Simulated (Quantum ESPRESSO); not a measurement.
# MgO (Periclase): optical spectrum from first principles, part 3 of 3

Wanted: where MgO (Periclase) starts to absorb, how strongly, and its refractive index. The cell comes from an older database entry, whose edges can differ from later determinations, mostly by under a per cent.

Quantum ESPRESSO 7.5; DFT, PBE, plane waves with norm-conserving potentials (PseudoDojo), scalar-relativistic, independent-particle optical response without local fields and without the non-local commutator.

So far. Step 2 (Ground state): There is a gap, 4.73 eV on this mesh (points off the mesh can give less), so no carriers' term is needed.

The database entry behind the starting cell differs from later determinations by our own check (about 0.1 % long), so it need not match the best structure at ambient conditions.

## Step 5: Dielectric function

The spectrum is a sum over vertical transitions between filled and empty bands at the fixed density, so many empty bands are needed.

This step: DFT, PBE, plane waves with norm-conserving potentials (PseudoDojo), scalar-relativistic, independent-particle optical response without local fields and without the non-local commutator (Quantum ESPRESSO 7.5).

Input file epsilon.in:

```
&inputpp
  prefix = 'x'
  outdir = './tmp'
  calculation = 'eps'
/
&energy_grid
  smeartype = 'gauss'
  intersmear = 0.4
  wmin = 0.0
  wmax = 22
  nw = 500
/
```

Started as:

```bash
$ mpirun -n 4 epsilon.x -nk 4 -in epsilon.in
```

The log of the run:

```text
[banner, memory and clock lines left out]

     Broadcasting variables...

     IMPORTANT: XC functional enforced from input :
     Exchange-correlation= PBE
                           (   1   4   3   4   0   0   0)
     Any further DFT definition will be discarded

     G-vector sticks info

     Fermi energy [eV] is:  8.01056
     The system is a dielectric...
     metallic system: redefining wmin =     0.000000

     Performing eps calculation...

     xx,yy,zz plasmon frequences [eV] are:    19.100084302   19.100084457   19.100084931
```

The job ended after 1.8 s (4 MPI ranks of Arm Neoverse V2, shared host; peak memory 0.04 GiB; 6.8 s of CPU time).

This step gave:

- electronic dielectric constant ε∞, mean over x, y and z (by symmetry where fewer were run): 4.028
- main peak of Im epsilon, first axis: 11.03 eV

Some rows of epsi_x.dat:

```text
# energy grid [eV]     epsi_x  epsi_y  epsi_z
#
    0.176352705    0.002476789    0.002476790    0.002476790
    1.234468938    0.018320537    0.018320539    0.018320545
    2.292585170    0.039666339    0.039666343    0.039666354
    3.350701403    0.079567190    0.079567195    0.079567211
    4.408817635    0.249437357    0.249437363    0.249437385
    5.466933868    1.431577276    1.431577284    1.431577312
    6.525050100    2.287141807    2.287141817    2.287141851
    7.583166333    3.007391975    3.007391987    3.007392027
    8.641282565    4.664826675    4.664826686    4.664826736
    9.699398798    4.583613988    4.583614003    4.583614056
   10.757515030    5.432833830    5.432833849    5.432833908
   11.815631263    4.038575866    4.038575888    4.038575959
   12.873747495    2.942193998    2.942194025    2.942194103
   13.931863727    2.816283633    2.816283662    2.816283752
   14.989979960    3.584300035    3.584300067    3.584300169
   16.048096192    2.591770152    2.591770189    2.591770305
   17.106212425    2.341180433    2.341180476    2.341180608
   18.164328657    2.151874015    2.151874065    2.151874216
   19.222444890    0.858661768    0.858661826    0.858661996
   20.280561122    0.663191102    0.663191168    0.663191364
   21.338677355    0.584472576    0.584472653    0.584472881
```

The Im ε, any direction has structure finer than the step of the table below, so its rows give means over 2 eV, whole bins alone (the curve runs from 0 to 22 eV). Peaks (eV: height): 8.9: 5.72, 11.0: 6.80, 15.1: 3.65.

Values under the direct gap are tails of Lorentzian lines. Im ε, any direction against photon energy; means over each step:

```tsv
photon energy (eV)	Im ε, any direction
2	0.0346
4	0.240
6	1.94
8	3.76
10	4.91
12	4.33
14	2.78
16	2.91
18	1.97
20	0.753
```

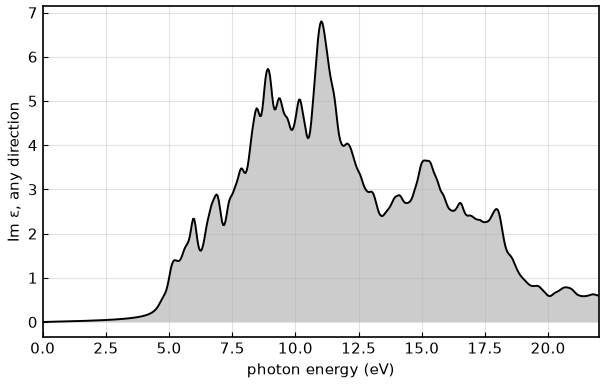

Im ε, any direction, plotted against photon energy.

Re ε, any direction against photon energy:

```tsv
photon energy (eV)	Re ε, any direction
0	4.03
1	4.06
2	4.18
3	4.41
4	4.86
5	5.84
6	5.10
7	4.74
8	5.29
9	3.38
10	3.13
11	2.07
12	0.0912
13	0.0696
14	0.696
15	0.707
16	-0.544
17	-0.535
18	-1.07
19	-1.04
20	-0.506
21	-0.341
22	-0.152
```

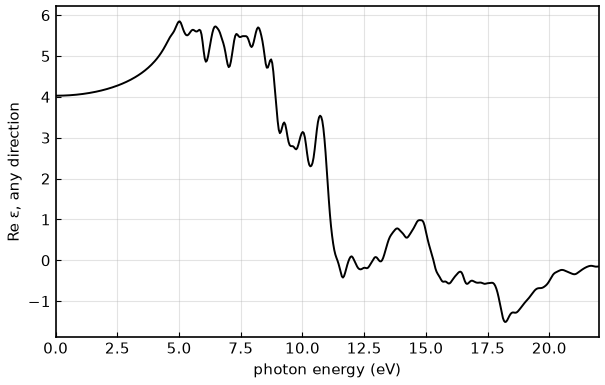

Re ε, any direction against photon energy.

The refractive index n and extinction k by photon energy:

```tsv
photon energy (eV)	n	k
0	2.01	0
1	2.02	0.00361
2	2.04	0.00802
3	2.10	0.0149
4	2.21	0.0316
5	2.43	0.205
6	2.31	0.501
7	2.25	0.582
8	2.41	0.701
9	2.22	1.25
10	2.09	1.10
11	2.14	1.58
12	1.43	1.40
13	1.23	1.20
14	1.35	1.06
15	1.48	1.22
16	1.04	1.27
17	0.978	1.22
18	0.918	1.38
19	0.444	1.11
20	0.372	0.803
21	0.472	0.751
22	0.481	0.619
```

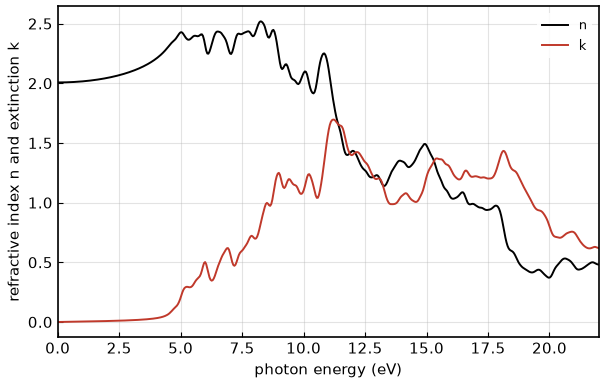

Refractive index n and extinction k, plotted against photon energy.

The reflectivity at normal incidence, any direction has structure finer than the step of the table below, so its rows give means over 1 eV, whole bins alone (the curve runs from 0 to 22 eV). Peaks (eV: height): 8.9: 26.0, 11.2: 32.8, 18.9: 47.0, 21.1: 31.8.

Reflectivity at normal incidence, any direction against photon energy; means over each step:

```tsv
photon energy (eV)	reflectivity at normal incidence, any direction (%)
1	11.4
2	11.8
3	12.6
4	14.2
5	17.0
6	17.6
7	18.6
8	21.4
9	24.2
10	22.5
11	28.7
12	28.8
13	23.1
14	18.0
15	22.3
16	27.3
17	27.7
18	35.3
19	45.2
20	36.7
21	28.7
```

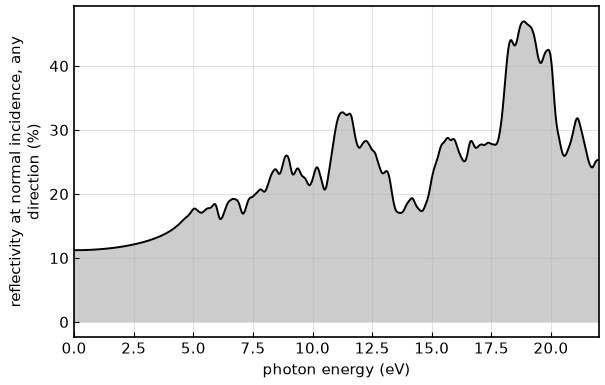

Reflectivity at normal incidence, any direction, plotted against photon energy.

Values under the direct gap are tails of Lorentzian lines. Table of loss function −Im 1/ε at q → 0, any direction by energy loss; read off at these points:

```tsv
energy loss (eV)	loss function −Im 1/ε at q → 0, any direction
0.0	0
1.0	8.8e-4
2.0	0.00188
3.0	0.00321
4.0	0.00589
5.0	0.0283
6.0	0.0738
7.0	0.0893
8.0	0.0856
9.0	0.132
10.0	0.149
11.0	0.135
12.0	0.249
13.0	0.339
13.4	0.409
14.0	0.331
15.0	0.268
16.0	0.362
17.0	0.399
18.0	0.335
19.0	0.479
20.0	0.976
20.4	1.26
21.0	1.15
21.6	1.58
22.0	1.58
```

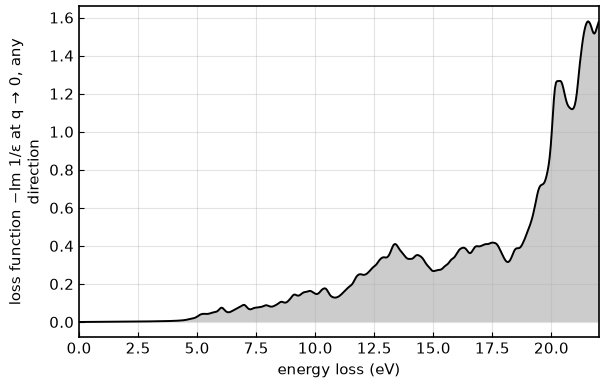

Loss function −Im 1/ε at q → 0, any direction, plotted against energy loss.

From ε follow the optical constants at some laser and lamp lines:

```tsv
wavelength (nm)	n	k	R (%)	1/α
1550	2.01	0.003	11.3	43 µm
1064	2.02	0.004	11.4	20 µm
532	2.06	0.010	12.0	4.3 µm
405	2.10	0.015	12.7	2.1 µm
365	2.13	0.019	13.1	1.5 µm
308	2.21	0.032	14.2	755 nm
248	2.43	0.204	17.6	96 nm
```

Below the direct gap, k and the depth come from the tails of the Lorentzian lines, not from transitions.

Rows near the edge hang on the gap, which this functional as a rule makes too small, and phonon-assisted absorption is left out.

## Step 6: Outcome

| Item | Value |
| --- | --- |
| electronic dielectric constant ε∞, mean over x, y and z (by symmetry where fewer were run) (independent particles) | 4.03 |
| main peak of Im epsilon, first axis | 11.0 eV |

At this level (PBE, independent particles) MgO has ε∞ = 4.03 and n = 2.01 at 1550 nm, and Im ε peaks at 11.0 eV. Distinct maxima of Im ε, read by a parabola through the highest points, lie at 8.91 eV (5.7), 10.16 eV (5.0), 11.03 eV (6.8) and 15.11 eV (3.7). Excitons and phonon-assisted transitions are missing, and so are local fields; PBE gaps are as a rule too small, which pulls the onset down and ε∞ up. epsilon.x leaves out the commutator of the non-local potential, so its intensities are off, as a rule too high. The sum runs over mesh points, so small or evenly spaced maxima can still be ripples of the mesh.

[Machine, clock, banner and «Message from routine» lines are left out of the logs.]

[Logs are printed without paths, hosts, clocks, repeated set-up lines and the standing remarks that a program may print on its own settings, such as how far it seeks lower states.]

[Hosts, paths, dates, database ids (printed as entryN), source tags and the programs' standing remarks are cut or masked in the printed files.]
